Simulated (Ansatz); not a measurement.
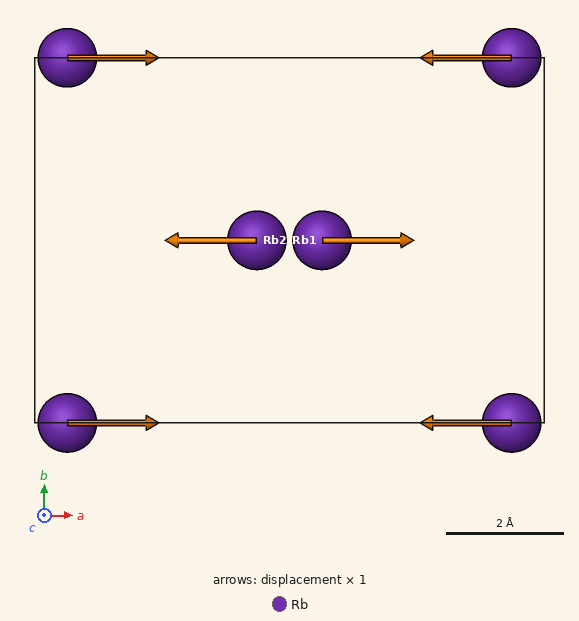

A relaxation of solid Rb (built on the O_12 type) (coarse preliminary run). The starting structure is drawn; orange arrows show the displacements (the part carried along by the change of the cell is left out), at their true length.

A ball-and-stick model of the conventional cell (2 times the calculation's cell), seen along the c axis. Lengths and directions refer to the drawn axes.

Case: O type (C2/m, No. 12).

Theory: DFT PBE, scalar-relativistic, plane waves, PAW in Ansatz 0.2.0.

Input
```yaml
crystal:
  lattice:
    - [4.9202249331, -3.1226080503, 0.0]
    - [4.9202249331, 3.1226080503, 0.0]
    - [-3.5788239094, 0.0, 6.8261905782]
  atoms:
    - { symbol: Rb, position: [0.064, 0.064, 0.153] }
    - { symbol: Rb, position: [0.936, 0.936, 0.847] }
basis:
  ecutwfc: 420
kpoints:
  mp_grid: { grid: [4, 4, 4] }
hamiltonian:
  xc: pbe
scf:
  occupations: { method: gaussian, width: 0.1 }
  lower_state_search: "off"
output:
  forces: true
  stress: true
  eigenvalues: true
relax:
  adjacent_minimum: "off"
  f_tol: 0.04
  max_steps: 70
  cell: { stress_tol: 0.4 }
```

Question: What happened in the run?

Answer: The largest moves relative to the cell, 1.60 Å, are those of Rb1 and Rb2. Rb2 goes along [−2 0 −1]. Cell: a 9.840 → 8.661 Å (−12.0 %), b 6.245 → 5.242 Å (−16.1 %), c 7.707 → 8.462 Å (+9.8 %), β 117.7° → 106.6°. Volume −12.2 %. Some distances before and after: Rb1–Rb2 2.095 → 5.157 Å, Rb1–Rb2 (another image) 7.721 → 5.080 Å, Rb1–Rb2 (another image) 6.061 → 5.015 Å, Rb1–Rb1 6.245 → 5.242 Å. New bonds form: Rb1–Rb2 (6.06 → 5.01 Å), Rb1–Rb2 (7.72 → 5.08 Å). The space group stays C2/m (No. 12). The energy falls by 6.582 eV per cell of the calculation in 10 accepted moves (11 points after the start). The largest force component goes from 18 to 0.018 eV/Å. Pressure: 8.98 GPa at the start and 0.01 GPa at the end. The SCF was repeated once at an unchanged geometry on a basis and grid sized afresh for the cell, which shifted the energy by 0.1 meV per cell of the calculation at most. The run took of the order of 23 core-seconds on a shared host.
